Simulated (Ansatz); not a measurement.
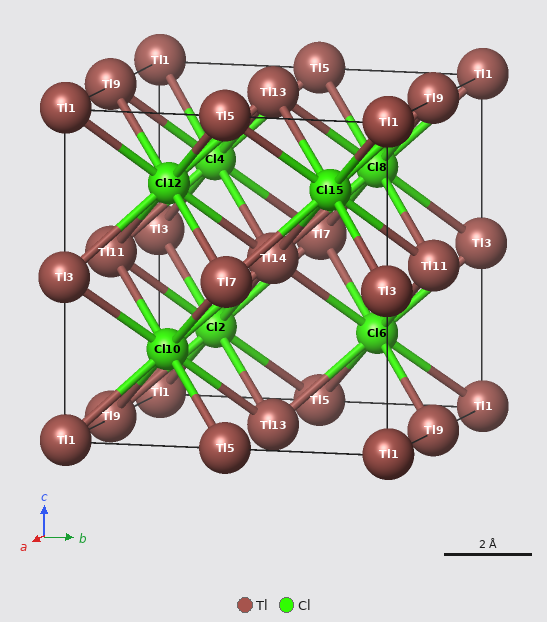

**Figure 1.** The structure as given in the input (ball-and-stick view of the cell of the calculation, seen slightly off an axis; atoms are numbered from 1 in the order of the input). Near neighbours in the crystal (not all of them lie inside the picture): Tl has 7 Cl at 3.31 to 3.40 Å; Cl has 8 Tl at 3.31 to 3.40 Å.

Run report: Tl8Cl7, nudged elastic band (part 1 of 2)

System: Tl8Cl7 (defect cell, 15 atoms in the cell).
Method: DFT with PBE, PAW plane waves, no spin polarisation (Ansatz 0.2.0).

The structure derives from an entry of the Crystallography Open Database. Figures and captions count atoms from 1; the log counts them from 0 in places.

## The program's output
```
Warning: neb: disabling space-group detection — the band's intermediate images generally break the endpoint symmetry, so no spatial operation reduces the k-mesh or symmetrises the density, except that a semilocal band can use its path's symmetry ahead of convergence; time reversal is kept, so that k and −k are solved as one point where they differ and the mesh holds both, and exact exchange and, on two spinor components, a DFT+U term hold to it where the run has them: on two components no moment then forms, and a state that bears one, which a typed moment (crystal.atoms[].spin; refused beside efield: under a hybrid functional) reaches, can lie lower, under hf by electronvolts; crystal.symmetry.detect: false (a key that needs symmetry detection or time reversal refuses this as the deck is read) with time_reversal: false beside it drops time reversal too
Engine: ansatz 0.2.0, aarch64-unknown-linux-gnu
Pseudopotentials: kind: paw
Pseudopotential: Tl, paw, valence charge 13, recommended cutoff 420 eV (normal), Tl.paw.azcp
Pseudopotential: Cl, paw, valence charge 7, recommended cutoff 420 eV (normal), Cl.paw.azcp
Functional definition: PBE
  parameter kappa = 0.804
  parameter beta = 0.06672455060314922
  exchange = pbe_x(kappa = kappa, mu = beta*pi^2/3)
  correlation = pbe_c(beta = beta)
parallel-image band execution: 3 concurrent image workers
NEB image 0
Crystal: 15 atoms, lattice volume = 464.657 Å³
Basis set: ecut = 420 eV, 9045 PW (Γ), exchange–correlation on 108×108×108 points (8 copies of the dense FFT grid, shifted against one another)
Bands: 92, of which v1, the nominal top of the filled ones, is band 77 counted from 1 (76 counted from 0)
Symmetry: 1 space group operations
k-points: 8
Non-local potential: Tl, projectors of the file, l = 0: 2, l = 1: 2, l = 2: 2, l = 3: 1
Non-local potential: Cl, projectors of the file, l = 0: 2, l = 1: 2, l = 2: 2
PAW form: soft (Blöchl's): semilocal exchange-correlation on the pseudo side does not see the compensation charge
PAW one-centre angular grid: Tl, 590 points (default); XC on 64 Gauss nodes
PAW one-centre angular grid: Cl, 110 points (default); XC on 64 Gauss nodes
Initial density: superposition of atomic densities (neutral atoms: chi_scale 0, normalization atom), corrected by the library's trained network
Initial wavefunctions: pseudopotential atomic-orbital guess
Functional: x = pbe(κ = 0.804, μ = 0.2195149727645171), c = pbe(β = 0.06672455060314922)
SCF iter   1: F=—  HF=-99122.674764 eV  |F-HF|=—  |Δ(HF+E_count)|=         —  Δρ=2.07e-3  dr2=5.40e-2  ethr=1.77e-3  ⟨swp⟩=5.0  Hψ=2450  notcnv=0
preconditioner: auto → LDOS  [insulator: Δε(μ)=0.417 eV  Ē_g=11.414 eV  σ=0.150 eV  W_gap=0.80  n_scr=80 (ndim 8)  ℏωp=21.3 eV  f_vac=0.032  D(μ)=4.12/eV (n_scr^D=18)  ε∞_Penn≈4.5  β→1.0]
SCF iter   2: F=—  HF=-99122.662813 eV  |F-HF|=—  |Δ(HF+E_count)|=   1.20e-2  S|Δr|=    0.00e0  Δρ=2.28e-3  dr2=4.07e-2  ethr=3.53e-5  ⟨swp⟩=2.0  Hψ=1467  notcnv=0
SCF iter   3: F=—  HF=-99122.650976 eV  |F-HF|=—  |Δ(HF+E_count)|=   1.18e-2  S|Δr|=    0.00e0  Δρ=2.77e-4  dr2=7.86e-4  ethr=2.66e-5  ⟨swp⟩=2.0  Hψ=1292  notcnv=0
SCF iter   4: F=—  HF=-99122.651164 eV  |F-HF|=—  |Δ(HF+E_count)|=   1.88e-4  S|Δr|=    0.00e0  Δρ=1.09e-4  dr2=1.24e-4  ethr=5.14e-7  ⟨swp⟩=2.0  Hψ=1299  notcnv=0
SCF iter   5: F=—  HF=-99122.651240 eV  |F-HF|=—  |Δ(HF+E_count)|=   7.57e-5  S|Δr|=    0.00e0  Δρ=4.97e-5  dr2=3.31e-5  ethr=8.09e-8  ⟨swp⟩=2.0  Hψ=1276  notcnv=0
SCF iter   6: F=—  HF=-99122.651648 eV  |F-HF|=—  |Δ(HF+E_count)|=   4.08e-4  S|Δr|=    0.00e0  Δρ=2.31e-5  dr2=7.43e-6  ethr=2.16e-8  ⟨swp⟩=2.0  Hψ=1214  notcnv=0
SCF iter   7: F=—  HF=-99122.651652 eV  |F-HF|=—  |Δ(HF+E_count)|=   3.76e-6  S|Δr|=    0.00e0  Δρ=1.12e-5  dr2=2.06e-6  ethr=4.85e-9  ⟨swp⟩=2.0  Hψ=1231  notcnv=0
SCF iter   8: F=—  HF=-99122.651653 eV  |F-HF|=—  |Δ(HF+E_count)|=   7.76e-7  S|Δr|=    0.00e0  Δρ=4.25e-6  dr2=3.50e-7  ethr=1.35e-9  ⟨swp⟩=2.6  Hψ=1257  notcnv=0
SCF iter   9: F=-99122.651653 eV  HF=-99122.651653 eV  |F-HF|=1.32e-8  |Δ(HF+E_count)|=   4.95e-8  S|Δr|=    0.00e0  Δρ=2.55e-6  dr2=4.73e-8  ethr=6.54e-11  ⟨swp⟩=4.0  Hψ=2552  notcnv=0
SCF 1 converged in 9 iterations: F = -99122.651653 eV  dr2 = 4.73e-8
  greatest PAW one-centre occupation: 0.967 electrons in one spin orbital (limit 2), on the Tl atom at site 8 (counted from 0), in its partial waves of l = 2
NSCF: frozen V_eff on 8 k-points
NEB image 4
SCF iter   1: F=—  HF=-99122.675573 eV  |F-HF|=—  |Δ(HF+E_count)|=         —  Δρ=2.08e-3  dr2=5.43e-2  ethr=1.77e-3  ⟨swp⟩=5.0  Hψ=2450  notcnv=0
preconditioner: auto → LDOS  [insulator: Δε(μ)=0.421 eV  Ē_g=11.415 eV  σ=0.150 eV  W_gap=0.80  n_scr=80 (ndim 8)  ℏωp=21.3 eV  f_vac=0.032  D(μ)=4.18/eV (n_scr^D=18)  ε∞_Penn≈4.5  β→1.0]
SCF iter   2: F=—  HF=-99122.663774 eV  |F-HF|=—  |Δ(HF+E_count)|=   1.18e-2  S|Δr|=    0.00e0  Δρ=2.30e-3  dr2=4.13e-2  ethr=3.55e-5  ⟨swp⟩=2.0  Hψ=1467  notcnv=0
SCF iter   3: F=—  HF=-99122.651747 eV  |F-HF|=—  |Δ(HF+E_count)|=   1.20e-2  S|Δr|=    0.00e0  Δρ=2.73e-4  dr2=7.17e-4  ethr=2.70e-5  ⟨swp⟩=2.0  Hψ=1294  notcnv=0
SCF iter   4: F=—  HF=-99122.651949 eV  |F-HF|=—  |Δ(HF+E_count)|=   2.03e-4  S|Δr|=    0.00e0  Δρ=1.07e-4  dr2=1.14e-4  ethr=4.69e-7  ⟨swp⟩=2.0  Hψ=1301  notcnv=0
SCF iter   5: F=—  HF=-99122.651987 eV  |F-HF|=—  |Δ(HF+E_count)|=   3.80e-5  S|Δr|=    0.00e0  Δρ=4.74e-5  dr2=2.94e-5  ethr=7.47e-8  ⟨swp⟩=2.0  Hψ=1277  notcnv=0
SCF iter   6: F=—  HF=-99122.652416 eV  |F-HF|=—  |Δ(HF+E_count)|=   4.28e-4  S|Δr|=    0.00e0  Δρ=2.32e-5  dr2=7.48e-6  ethr=1.92e-8  ⟨swp⟩=2.0  Hψ=1226  notcnv=0
SCF iter   7: F=—  HF=-99122.652421 eV  |F-HF|=—  |Δ(HF+E_count)|=   5.06e-6  S|Δr|=    0.00e0  Δρ=1.16e-5  dr2=2.22e-6  ethr=4.89e-9  ⟨swp⟩=2.1  Hψ=1241  notcnv=0
SCF iter   8: F=—  HF=-99122.652422 eV  |F-HF|=—  |Δ(HF+E_count)|=   9.67e-7  S|Δr|=    0.00e0  Δρ=4.45e-6  dr2=3.69e-7  ethr=1.45e-9  ⟨swp⟩=2.6  Hψ=1228  notcnv=0
SCF iter   9: F=-99122.652422 eV  HF=-99122.652422 eV  |F-HF|=1.45e-8  |Δ(HF+E_count)|=   3.87e-8  S|Δr|=    0.00e0  Δρ=2.60e-6  dr2=4.55e-8  ethr=6.54e-11  ⟨swp⟩=4.0  Hψ=2559  notcnv=0
SCF 2 converged in 9 iterations: F = -99122.652422 eV  dr2 = 4.55e-8
[... from here on the iterations of each SCF are left out, up to the last one ...]
NSCF: frozen V_eff on 8 k-points
NEB end point (image 0): max|allowed force component| = 1.348e-1 eV/Å (the criterion of neb.relax_end_points is 1.000e-2)
NEB end point (image 4): max|allowed force component| = 1.307e-1 eV/Å (the criterion of neb.relax_end_points is 1.000e-2)
NEB image 0, for its relaxation
Initial density: handed on by an earlier stage of this run
Initial wavefunctions: those handed on with the density
preconditioner: auto → LDOS  [insulator: Δε(μ)=0.419 eV  Ē_g=11.414 eV  σ=0.150 eV  W_gap=0.79  n_scr=80 (ndim 8)  ℏωp=21.3 eV  f_vac=0.033  D(μ)=4.12/eV (n_scr^D=18)  ε∞_Penn≈4.5  β→1.0]
SCF 3 converged in 2 iterations: F = -99122.651653 eV  dr2 = 8.34e-8
NEB image 0, for its relaxation
preconditioner: auto → LDOS  [insulator: Δε(μ)=0.453 eV  Ē_g=11.437 eV  σ=0.150 eV  W_gap=0.78  n_scr=80 (ndim 8)  ℏωp=21.3 eV  f_vac=0.037  D(μ)=4.08/eV (n_scr^D=18)  ε∞_Penn≈4.5  β→1.0]
SCF 4 converged in 8 iterations: F = -99122.684283 eV  dr2 = 3.67e-8
NEB image 0, for its relaxation
preconditioner: auto → LDOS  [insulator: Δε(μ)=0.455 eV  Ē_g=11.439 eV  σ=0.150 eV  W_gap=0.77  n_scr=80 (ndim 8)  ℏωp=21.3 eV  f_vac=0.039  D(μ)=4.02/eV (n_scr^D=18)  ε∞_Penn≈4.5  β→1.0]
SCF 5 converged in 8 iterations: F = -99122.690313 eV  dr2 = 1.73e-8
NEB image 0
preconditioner: auto → LDOS  [insulator: Δε(μ)=0.450 eV  Ē_g=11.434 eV  σ=0.150 eV  W_gap=0.77  n_scr=80 (ndim 8)  ℏωp=21.3 eV  f_vac=0.039  D(μ)=4.01/eV (n_scr^D=18)  ε∞_Penn≈4.5  β→1.0]
SCF 6 converged in 2 iterations: F = -99122.690313 eV  dr2 = 2.09e-8
NSCF: frozen V_eff on 8 k-points
NEB end point (image 0): relaxed in 18 SCF iterations, 0.038660 eV lower, largest move of an atom 0.093 Å; not tested for a saddle point
NEB image 4, for its relaxation
preconditioner: auto → LDOS  [insulator: Δε(μ)=0.423 eV  Ē_g=11.415 eV  σ=0.150 eV  W_gap=0.79  n_scr=80 (ndim 8)  ℏωp=21.3 eV  f_vac=0.033  D(μ)=4.15/eV (n_scr^D=18)  ε∞_Penn≈4.5  β→1.0]
SCF 7 converged in 2 iterations: F = -99122.652422 eV  dr2 = 8.10e-8
NEB image 4, for its relaxation
preconditioner: auto → LDOS  [insulator: Δε(μ)=0.452 eV  Ē_g=11.437 eV  σ=0.150 eV  W_gap=0.77  n_scr=80 (ndim 8)  ℏωp=21.3 eV  f_vac=0.037  D(μ)=4.08/eV (n_scr^D=18)  ε∞_Penn≈4.5  β→1.0]
SCF 8 converged in 8 iterations: F = -99122.684521 eV  dr2 = 3.48e-8
NEB image 4, for its relaxation
preconditioner: auto → LDOS  [insulator: Δε(μ)=0.455 eV  Ē_g=11.439 eV  σ=0.150 eV  W_gap=0.77  n_scr=80 (ndim 8)  ℏωp=21.3 eV  f_vac=0.039  D(μ)=4.01/eV (n_scr^D=18)  ε∞_Penn≈4.5  β→1.0]
SCF 9 converged in 8 iterations: F = -99122.690335 eV  dr2 = 1.33e-8
NEB image 4
preconditioner: auto → LDOS  [insulator: Δε(μ)=0.451 eV  Ē_g=11.434 eV  σ=0.150 eV  W_gap=0.77  n_scr=80 (ndim 8)  ℏωp=21.3 eV  f_vac=0.039  D(μ)=4.01/eV (n_scr^D=18)  ε∞_Penn≈4.5  β→1.0]
SCF 10 converged in 2 iterations: F = -99122.690335 eV  dr2 = 1.52e-8
NSCF: frozen V_eff on 8 k-points
NEB end point (image 4): relaxed in 18 SCF iterations, 0.037914 eV lower, largest move of an atom 0.087 Å; not tested for a saddle point
NEB image 1
preconditioner: auto → Resta (q_TF=auto, 2.267 Å⁻¹)  ε∞=4.5  [insulator: Δε(μ)=0.354 eV  Ē_g=11.469 eV  σ=0.150 eV  W_gap=0.86  n_scr=80 (ndim 8)  ℏωp=21.3 eV  f_vac=0.036  D(μ)=0.91/eV (n_scr^D=0)  ε∞_Penn≈4.5]
SCF 11 converged in 8 iterations: F = -99122.505670 eV  dr2 = 2.74e-8
NEB image 2
preconditioner: auto → Resta (q_TF=auto, 2.267 Å⁻¹)  ε∞=4.4  [insulator: Δε(μ)=0.392 eV  Ē_g=11.508 eV  σ=0.150 eV  W_gap=0.89  n_scr=80 (ndim 8)  ℏωp=21.3 eV  f_vac=0.046  D(μ)=1.36/eV (n_scr^D=0)  ε∞_Penn≈4.4]
SCF 12 converged in 7 iterations: F = -99122.152301 eV  dr2 = 7.78e-8
NEB image 3
preconditioner: auto → Resta (q_TF=auto, 2.267 Å⁻¹)  ε∞=4.5  [insulator: Δε(μ)=0.354 eV  Ē_g=11.468 eV  σ=0.150 eV  W_gap=0.86  n_scr=80 (ndim 8)  ℏωp=21.3 eV  f_vac=0.036  D(μ)=0.91/eV (n_scr^D=0)  ε∞_Penn≈4.5]
SCF 13 converged in 8 iterations: F = -99122.509502 eV  dr2 = 2.68e-8
NEB iter   1: max|band force component| = 6.375e-1 eV/Å  barrier→ = 0.5380 eV  barrier← = 0.5380 eV  Δτ_max = 0.2000 Å  (45 SCF iters)
NEB image 1
eigensolver tolerance schedule calibrated: the retry pair's looser diagonalisation under-reported the residual by θ = 0.14 (0.11/decade); ethr = c·dr2/N_el runs at the constant in force after the calibration composes with the one it found (an armed cap, an earlier calibration), c = 8.6e-2
preconditioner: auto → Resta (q_TF=auto, 2.267 Å⁻¹)  ε∞=4.4  [insulator: Δε(μ)=0.272 eV  Ē_g=11.478 eV  σ=0.150 eV  W_gap=0.90  n_scr=80 (ndim 8)  ℏωp=21.3 eV  f_vac=0.040  D(μ)=1.13/eV (n_scr^D=0)  ε∞_Penn≈4.4]
SCF 14 converged in 8 iterations: F = -99122.626310 eV  dr2 = 3.94e-8
NEB image 2
preconditioner: auto → Resta (q_TF=auto, 2.267 Å⁻¹)  ε∞=4.4  [insulator: Δε(μ)=0.408 eV  Ē_g=11.515 eV  σ=0.150 eV  W_gap=0.98  n_scr=80 (ndim 8)  ℏωp=21.3 eV  f_vac=0.055  D(μ)=0.62/eV (n_scr^D=0)  ε∞_Penn≈4.4]
SCF 15 converged in 8 iterations: F = -99122.522288 eV  dr2 = 3.33e-8
NEB image 3
eigensolver tolerance schedule calibrated: the retry pair's looser diagonalisation under-reported the residual by θ = 0.14 (0.10/decade); ethr = c·dr2/N_el runs at the constant in force after the calibration composes with the one it found (an armed cap, an earlier calibration), c = 9.1e-2
preconditioner: auto → Resta (q_TF=auto, 2.267 Å⁻¹)  ε∞=4.4  [insulator: Δε(μ)=0.270 eV  Ē_g=11.478 eV  σ=0.150 eV  W_gap=0.90  n_scr=80 (ndim 8)  ℏωp=21.3 eV  f_vac=0.040  D(μ)=1.14/eV (n_scr^D=0)  ε∞_Penn≈4.4]
SCF 16 converged in 8 iterations: F = -99122.627204 eV  dr2 = 3.92e-8
NEB iter   2: max|band force component| = 1.566e-1 eV/Å  barrier→ = 0.1680 eV  barrier← = 0.1680 eV  CI = image 2  Δτ_max = 0.0480 Å  (24 SCF iters)
NEB image 1
preconditioner: auto → Resta (q_TF=auto, 2.267 Å⁻¹)  ε∞=4.5  [insulator: Δε(μ)=0.309 eV  Ē_g=11.465 eV  σ=0.150 eV  W_gap=0.93  n_scr=80 (ndim 8)  ℏωp=21.3 eV  f_vac=0.038  D(μ)=0.82/eV (n_scr^D=0)  ε∞_Penn≈4.5]
SCF 17 converged in 7 iterations: F = -99122.638200 eV  dr2 = 1.51e-8
NEB image 2
preconditioner: auto → Resta (q_TF=auto, 2.267 Å⁻¹)  ε∞=4.4  [insulator: Δε(μ)=0.473 eV  Ē_g=11.496 eV  σ=0.150 eV  W_gap=0.89  n_scr=80 (ndim 8)  ℏωp=21.3 eV  f_vac=0.047  D(μ)=0.66/eV (n_scr^D=0)  ε∞_Penn≈4.4]
SCF 18 converged in 7 iterations: F = -99122.542192 eV  dr2 = 2.44e-8
NEB image 3
preconditioner: auto → Resta (q_TF=auto, 2.267 Å⁻¹)  ε∞=4.5  [insulator: Δε(μ)=0.307 eV  Ē_g=11.465 eV  σ=0.150 eV  W_gap=0.93  n_scr=80 (ndim 8)  ℏωp=21.3 eV  f_vac=0.038  D(μ)=0.83/eV (n_scr^D=0)  ε∞_Penn≈4.5]
SCF 19 converged in 7 iterations: F = -99122.638580 eV  dr2 = 1.57e-8
NEB iter   3: max|band force component| = 6.101e-2 eV/Å  barrier→ = 0.1481 eV  barrier← = 0.1481 eV  CI = image 2  Δτ_max = 0.0294 Å  (21 SCF iters)
NEB image 1
preconditioner: auto → Resta (q_TF=auto, 2.267 Å⁻¹)  ε∞=4.5  [insulator: Δε(μ)=0.313 eV  Ē_g=11.465 eV  σ=0.150 eV  W_gap=0.93  n_scr=80 (ndim 8)  ℏωp=21.3 eV  f_vac=0.037  D(μ)=0.80/eV (n_scr^D=0)  ε∞_Penn≈4.5]
SCF 20 converged in 6 iterations: F = -99122.640116 eV  dr2 = 2.27e-8
NEB image 2
preconditioner: auto → Resta (q_TF=auto, 2.267 Å⁻¹)  ε∞=4.4  [insulator: Δε(μ)=0.469 eV  Ē_g=11.497 eV  σ=0.150 eV  W_gap=0.90  n_scr=80 (ndim 8)  ℏωp=21.3 eV  f_vac=0.047  D(μ)=0.65/eV (n_scr^D=0)  ε∞_Penn≈4.4]
SCF 21 converged in 6 iterations: F = -99122.543612 eV  dr2 = 2.15e-8
NEB image 3
iter 1 solved again at ethr=2.30e-6 eV; its pass at ethr=3.10e-3 eV (dr2=3.52e-3 eV) is discarded
SCF iter   1: F=—  HF=-99122.641149 eV  |F-HF|=—  |Δ(HF+E_count)|=         —  Δρ=6.21e-4  dr2=3.99e-3  ethr=2.30e-6  ⟨swp⟩=2.1  Hψ=2637  notcnv=0
preconditioner: auto → Resta (q_TF=auto, 2.267 Å⁻¹)  ε∞=4.5  [insulator: Δε(μ)=0.312 eV  Ē_g=11.464 eV  σ=0.150 eV  W_gap=0.93  n_scr=80 (ndim 8)  ℏωp=21.3 eV  f_vac=0.037  D(μ)=0.81/eV (n_scr^D=0)  ε∞_Penn≈4.5]
SCF iter   2: F=—  HF=-99122.640200 eV  |F-HF|=—  |Δ(HF+E_count)|=   9.49e-4  S|Δr|=    0.00e0  Δρ=2.18e-4  dr2=3.82e-4  ethr=2.30e-6  ⟨swp⟩=2.6  Hψ=1265  notcnv=0
SCF iter   3: F=—  HF=-99122.640114 eV  |F-HF|=—  |Δ(HF+E_count)|=   8.60e-5  S|Δr|=    0.00e0  Δρ=6.03e-5  dr2=1.42e-5  ethr=2.49e-7  ⟨swp⟩=2.0  Hψ=1291  notcnv=0
SCF iter   4: F=—  HF=-99122.640509 eV  |F-HF|=—  |Δ(HF+E_count)|=   3.95e-4  S|Δr|=    0.00e0  Δρ=1.14e-5  dr2=1.89e-6  ethr=9.28e-9  ⟨swp⟩=2.8  Hψ=1395  notcnv=0
SCF iter   5: F=—  HF=-99122.640509 eV  |F-HF|=—  |Δ(HF+E_count)|=   6.49e-8  S|Δr|=    0.00e0  Δρ=5.18e-6  dr2=2.82e-7  ethr=1.23e-9  ⟨swp⟩=2.0  Hψ=1032  notcnv=0
SCF iter   6: F=-99122.640509 eV  HF=-99122.640509 eV  |F-HF|=6.13e-9  |Δ(HF+E_count)|=   7.22e-8  S|Δr|=    0.00e0  Δρ=1.60e-6  dr2=2.25e-8  ethr=6.54e-11  ⟨swp⟩=4.0  Hψ=2519  notcnv=0
SCF 22 converged in 6 iterations: F = -99122.640509 eV  dr2 = 2.25e-8
NEB image 1
NSCF: frozen V_eff on 8 k-points
NEB image 3
NSCF: frozen V_eff on 8 k-points
NEB image 2
NSCF: frozen V_eff on 8 k-points
the band table was solved once a step of the walk had ended and its energy, with any forces and stress, was formed, with the checks that follow a solve (2748 applications of the Hamiltonian). They found nothing against the state; the energy, forces and stress were not computed again (output.eigenvalues in the input reference)
NEB iter   4: max|band force component| = 1.584e-2 eV/Å  barrier→ = 0.1467 eV  barrier← = 0.1467 eV  CI = image 2  Δτ_max = 0.0000 Å  (18 SCF iters)
```

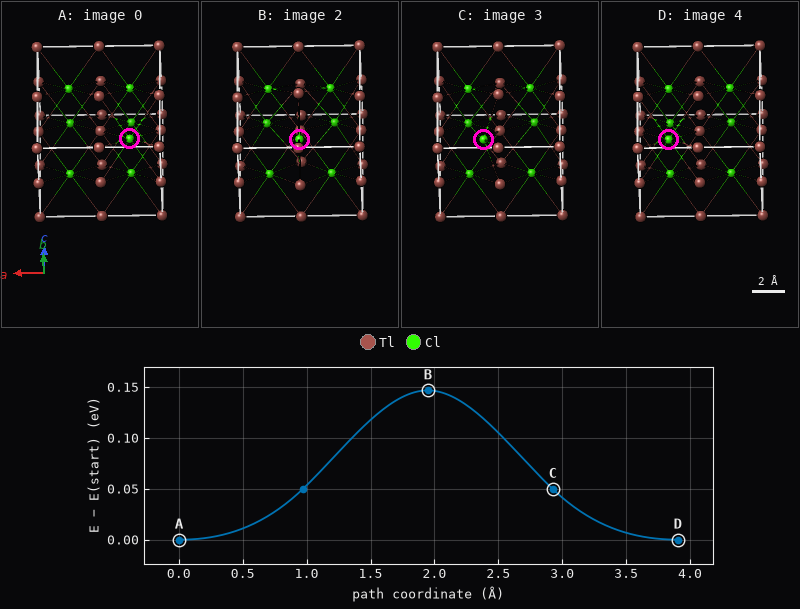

**Figure 2.** Images of the last band (counted from 0; ball-and-stick, simulation cell, seen at an oblique angle), with the moving atom and its periodic copies ringed, above the energy along the path; the line is a cubic interpolation that uses the forces. The highest image is number 2, 0.147 eV above the start and 0.147 eV above the end (the climbing image); start and end have the same energy. The path is 3.90 Å long, and Cl6 moves most (3.87 Å). The band converged in 4 iterations.

```
SCF converged after 6 iterations
Stability not checked: this state was not tested for a lower state beside it, because cold or Methfessel-Paxton smearing, or corrected tetrahedra, fill the levels in a way that the test cannot read (fill_not_monotonic; see scf.lower_state_search)
Free energy (F): -99122.543612 eV
Harris-Foulkes:  -99122.543612 eV  (|F-HF|=1.16e-8)
Internal energy: -99122.552102 eV  (E = F + TS)
E sigma→0 (E₀):  -99122.546442 eV
Entropy (-TS):   0.008489 eV (0.566 meV/atom)
Fermi energy:    6.825528 eV
Step filling:    the computed levels leave a gap of 0.4682 eV = 3.1 smearing widths at the electron count; against every level under it full and every level over it empty, smearing changes F+E_penalty+E_count by +4.152 meV and its σ→0 estimate by +1.322 meV
--- Per-component energies (eV) ---
  E_band       = -417.571659
  E_kinetic    = 3777.661017
  E_local      = -10255.836966  (includes V_loc(G=0)·N_el)
  E_nonlocal   = 2742.087102
  E_hartree    = 3720.827138
  E_xc         = -2598.189770
  E_vxc        = -1990.963967  (∫ρ·V_xc dr)
  E_paw        = -85910.576257  (= ΣΔE_a)
  E_vpaw       = -2132.175073  (= ΣTr[D̂ρ^β])
  E_aug_tail   = 0.000905  (compensation charges beyond the density's cutoff)
  E_ewald      = -10598.525271
  E_smearing   = 0.008489  (= −TS)
  E_closure    = 0.000000  (closes the sum)
  Σ components = -99122.543612   (vs F -99122.543612, Δ=0.00e0)
--- Forces (eV/Å), atoms counted from 1 ---
  atom   1  Tl    -0.00098517     0.00236736    -0.00297731
  atom   2  Cl     0.00277938    -0.00181525    -0.00029837
  atom   3  Tl     0.00100301     0.00280283     0.00386574
  atom   4  Cl    -0.00590724     0.00046461    -0.00059523
  atom   5  Tl     0.00253018    -0.00457023    -0.00252747
  atom   6  Cl    -0.00001689    -0.00071086    -0.00038273
  atom   7  Tl     0.00039228    -0.00335701     0.00296841
  atom   8  Cl     0.00324213     0.00065697    -0.00002130
  atom   9  Tl    -0.00147173    -0.00061460     0.00289525
  atom  10  Cl    -0.00441242     0.00214367    -0.00038194
  atom  11  Tl     0.00057345    -0.00328970    -0.00188379
  atom  12  Cl     0.00335380    -0.00072977    -0.00003438
  atom  13  Tl     0.00279426     0.00444634     0.00276781
  atom  14  Tl     0.00065636     0.00207728    -0.00229126
  atom  15  Cl    -0.00454008     0.00012807    -0.00110672
  max |Σ_I F_I| component: 8.70e-6 eV/Å
--- Band table (eV; the first three rows and the last of 8) ---
```
